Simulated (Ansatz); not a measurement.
## Pt: 7 runs along one coordinate

System: Pt (Fm-3m, 1 atom in the cell).
Method: Kohn-Sham DFT of a periodic cell, RPBE, spin-orbit coupling, all-electron LAPW, scalar-relativistic, no spin polarisation (Ansatz 0.2.0).

The 7 runs differ only in the geometry, by an even scaling of the cell at fixed fractional positions. The structure derives from an entry of the Crystallography Open Database.

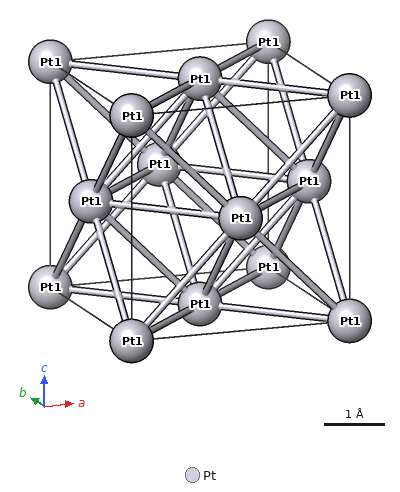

Figure 1. The structure of run 4 (ball-and-stick view of the cell 4 times as large as that of the calculation, set on its symmetry axes, seen slightly off an axis; atoms are numbered from 1 in the order of the input).

## Input of run 4
```yaml
crystal:
  lattice:
    - [0.0, 1.9609, 1.9609]
    - [1.9609, 0.0, 1.9609]
    - [1.9609, 1.9609, 0.0]
  atoms:
    - { symbol: Pt, position: [0.0, 0.0, 0.0] }
kpoints:
  mp_grid: { grid: [9, 9, 9] }
scf:
  occupations: { method: fermi_dirac, width: 0.02 }
hamiltonian:
  xc: rpbe
  pseudopotentials: { kind: all_electron, lapw: { basis_error: 0.001 } }
magnetization:
  noncollinear: true
  spin_orbit: true
output:
  forces: true
  stress: true
  eigenvalues: true
```

Command:
```bash
ansatz run input.yaml --threads 1 --pin off --max-ram 3072MiB --backend cpu --events-out ev --progress --plain --runs-dir out
```

Lattice vectors (Å) and fractional positions of run 4:
```
   0.000000    1.960900    1.960900
   1.960900    0.000000    1.960900
   1.960900    1.960900    0.000000
Pt  0.000000  0.000000  0.000000
```

Run 2 differs from it as follows:
```diff
-    - [0.0, 1.9609, 1.9609]
-    - [1.9609, 0.0, 1.9609]
-    - [1.9609, 1.9609, 0.0]
+    - [0.0, 1.9343981026, 1.9343981026]
+    - [1.9343981026, 0.0, 1.9343981026]
+    - [1.9343981026, 1.9343981026, 0.0]
```

## Results, with one run withheld

| run | volume per atom (Å³) | free energy per atom, from the lowest run given (meV) | pressure (GPa) |
| --- | --- | --- | --- |
| 1 | 14.175 | 170.80 | 35.99 |
| 2 | 14.477 | ? | ? |
| 3 | 14.778 | 65.73 | 20.46 |
| 4 | 15.080 | 33.42 | 14.00 |
| 5 | 15.381 | 12.55 | 8.29 |
| 6 | 15.683 | 1.80 | 3.24 |
| 7 | 15.985 | 0.00 | −1.22 |

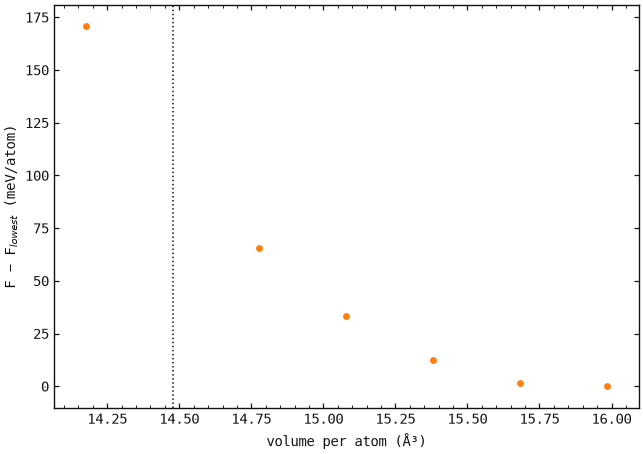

Figure 2. Free energy per atom of the runs given; the dotted line marks run 2.

Estimate the energy of run 2 from the others.

A cubic polynomial in V^(−2/3) (the Birch–Murnaghan form), fitted to the 6 runs given, misses them by at most 0.02 meV per atom. With x = V^(−2/3) − 0.16325 Å⁻², it reads F = 26.749 + 10779 x + 1.0963e+06 x² + 4.7742e+06 x³ (meV per atom). At run 2 it gives 110.88 meV per atom, and the run itself gives 110.97. The slope of the fit gives a pressure −dF/dV of 27.74 GPa there, and the run prints 27.75 GPa. The fit has its minimum at 15.898 Å³ per atom, where V d²F/dV² gives 229 GPa: the bulk modulus at this level, since symmetry fixes the shape and the positions.

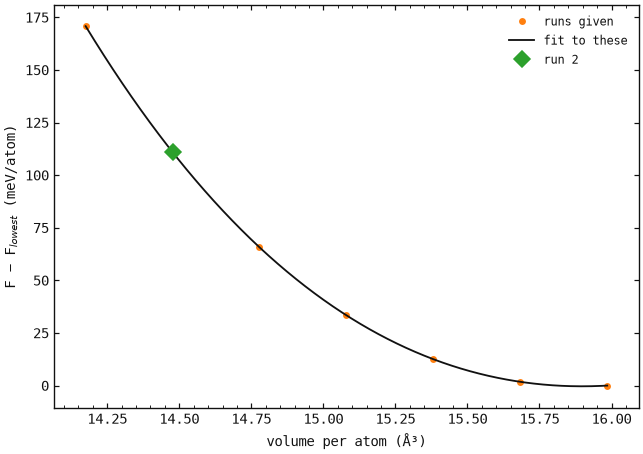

Figure 3. The fit and the withheld run.

## Output, shortened to warnings, some set-up lines, iterations and results (run 2)
```
Basis set: ecut = 279.3535292487945 eV, 169 PW (Γ), exchange–correlation at level 2
Symmetry: 48 space group operations + 48 with time reversal
k-points: 35 of 729
Initial density: superposition of atomic densities (chi_scale 0.1, normalization cell)
[...]
SCF iter   1: F=—  HF=-501877.766347 eV  |F-HF|=—  |Δ(HF+E_count)|=         —  Δρ=3.17e-2  dr2=7.26e-2  dr2_m=0.00e0 (ungated)  ethr=1.72e-4  |M|=0.00e0 ∫|m|=0.00e0 μB  …
SCF iter   2: F=—  HF=-501877.498354 eV  |F-HF|=—  |Δ(HF+E_count)|=   2.68e-1  Δρ=1.49e-2  dr2=1.48e-2  dr2_m=0.00e0 (ungated)  ethr=1.72e-4  |M|=0.00e0 ∫|m|=0.00e0 μB  …
SCF iter   3: F=—  HF=-501877.461231 eV  |F-HF|=—  |Δ(HF+E_count)|=   3.71e-2  Δρ=4.41e-3  dr2=1.11e-3  dr2_m=0.00e0 (ungated)  ethr=2.65e-6  |M|=0.00e0 ∫|m|=0.00e0 μB  …
SCF iter   4: F=—  HF=-501877.460949 eV  |F-HF|=—  |Δ(HF+E_count)|=         —  Δρ=1.10e-3  dr2=6.67e-5  dr2_m=0.00e0 (ungated)  ethr=2.65e-6  |M|=0.00e0 ∫|m|=0.00e0 μB  …
SCF iter   5: F=—  HF=-501877.461052 eV  |F-HF|=—  |Δ(HF+E_count)|=   1.03e-4  Δρ=1.22e-4  dr2=1.21e-6  dr2_m=0.00e0 (ungated)  ethr=1.59e-7  |M|=0.00e0 ∫|m|=0.00e0 μB  …
SCF iter   6: F=-501877.461055 eV  HF=-501877.461054 eV  |F-HF|=1.39e-8  |Δ(HF+E_count)|=   2.42e-6  Δρ=8.27e-6  dr2=4.51e-9  dr2_m=0.00e0 (ungated)  ethr=2.88e-9  |M|=0.00e0 …
SCF 1 converged in 6 iterations: F = -501877.461055 eV  dr2 = 4.51e-9
SCF converged after 6 iterations
Magnetization: |M| = 0.0000 μB,  M = (+0.0000, +0.0000, +0.0000) μB
Absolute magnetization: 0.0000 μB (∫|m|)
  site 0: m = (+0.0000, +0.0000, +0.0000) μB, |m| = 0.0000 μB  (R = 1.37 Å)
Free energy (F): -501877.461055 eV
Harris-Foulkes:  -501877.461054 eV  (|F-HF|=1.39e-8)
Internal energy: -501877.459293 eV  (E = F + TS)
E sigma→0 (E₀):  -501877.460174 eV
Entropy (-TS):   -0.001762 eV (-1.762 meV/atom)
Fermi energy:    30.503276 eV
--- Per-component energies (eV) ---
  E_band       = -3242.538730
  E_kinetic    = 573873.897831
  E_xc         = -9737.807461
  E_electrostatic = -1066013.549662  (all electrons and nuclei)
  E_smearing   = -0.001762  (= −TS)
  E_closure    = 0.000000  (closes the sum)
  E_atoms      = -501871.777634  (free atoms, spherical and without spin; not in F)
  Σ components = -501877.461055   (vs F -501877.461055, Δ=0.00e0)
  Basis errors (estimates in eV, not in F): energy 2.1e-4 per atom: plane waves 1.7e-4 (1.3e-4 summed), levels above the bands 0.0e0, relativity 4.7e-7, radial functions 4.0e-5, core shells 2.1e-7; eigenvalues (radial functions only) 3.9e-6; not estimated: angular momenta, meshes, grids; target …
--- Forces (eV/Å), atoms counted from 1 ---
  atom   1  Pt     0.00000000     0.00000000    -0.00000000
  max |Σ_I F_I| component: 1.65e-24 eV/Å
--- Stress (GPa, compression-positive) ---
       27.754293       0.000000       0.000000
        0.000000      27.754293       0.000000
        0.000000       0.000000      27.754293
  P = ⅓ Tr σ = 27.7543 GPa (277.543 kbar)
```

Notes: Points of doubt noted for this run: coarse mesh for a metal.
